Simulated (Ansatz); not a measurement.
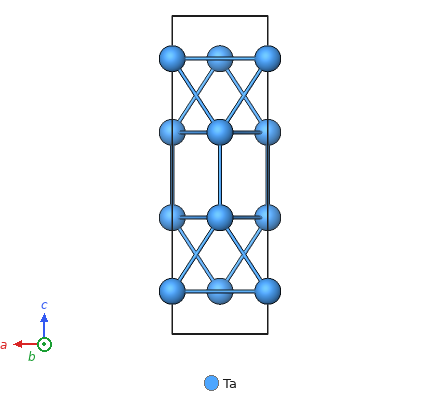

Ta (Fmmm, No. 69): the geometry relaxed with DFT r2SCAN, scalar-relativistic, plane waves, PAW (Ansatz); the starting structure was generated, so it need not be a known form of this composition.

Space group Fmmm (No. 69). a = 3.062 Å, b = 4.829 Å, c = 10.194 Å, α = 90.00°, β = 90.00°, γ = 90.00°
```
atom  site  symmetry       x       y       z
  Ta    8i       mm2  0.0000  0.0000  0.1343
```

What will a Z-contrast image along [010] show? The image is simulated as a sum over atoms of Z^1.7, blurred by a 0.96 Å probe (no channelling). The probe carries 25 % of its weight in a tail 2.5 times as wide. The display is stretched by a gamma of 0.65; percentages refer to the linear signal. Shot noise and the speckle of an amorphous layer were added.

The columns repeat on a rectangular net of 1.53 × 5.10 Å (plane group p2mm). All columns are alike (Ta). The shortest distance between visible columns is 1.53 Å in projection. Along the beam the structure repeats every 4.83 Å.

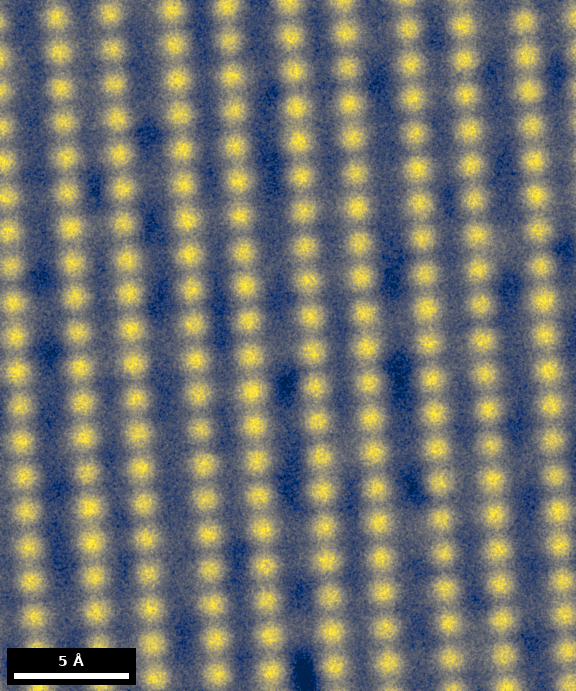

The simulated image.
